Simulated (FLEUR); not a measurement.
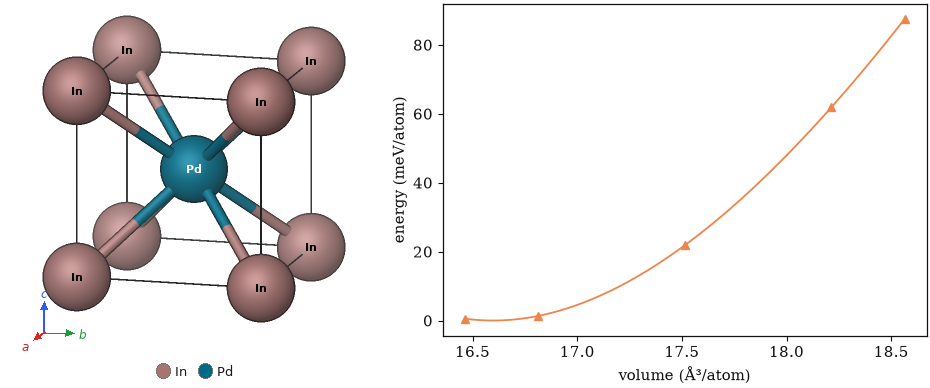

Plotted: energy against volume for InPd, space group Pm-3m (No. 221). The conventional cell is drawn beside the plot.

Starting cell:
```yaml
crystal:
  lattice:
    - [3.27188, 0.00000, 0.00000]
    - [0.00000, 3.27188, 0.00000]
    - [0.00000, 0.00000, 3.27188]
  atoms:
    - { symbol: In, position: [0.00000, 0.00000, 0.00000] }
    - { symbol: Pd, position: [0.50000, 0.50000, 0.50000] }
```

Computed with FLEUR MaX-R8.1 (later development tree): all-electron LAPW DFT, no spin polarisation; energies at scaled volumes of the given cell, shape and fractions fixed, counted from the fit's minimum, third-order Birch-Murnaghan fit. Level: LDA.

| setting | value |
| --- | --- |
| k mesh | 8×8×8 |
| occupations | Fermi–Dirac |
| smearing width | 0.05 eV |
| potentials | all electron |
| program settings | basis FLAPW, kmax 4.3 1/bohr |

This calculation gives: equilibrium volume 16.60 Å³/atom and bulk modulus 157 GPa.

Now the level changes from LDA to r2SCAN. What happens?

The equilibrium volume rises from 16.60 to 17.45 Å³/atom (+5.1 %) and the bulk modulus falls from 157 to 133 GPa (−15 %).

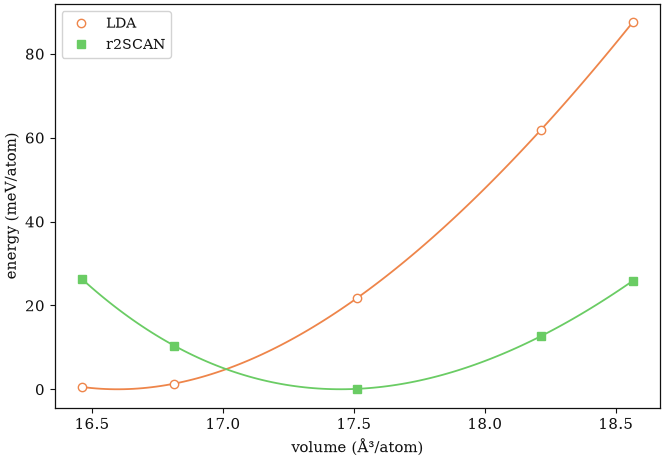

The two results together.

V0 and the bulk modulus come from third-order Birch–Murnaghan fits.
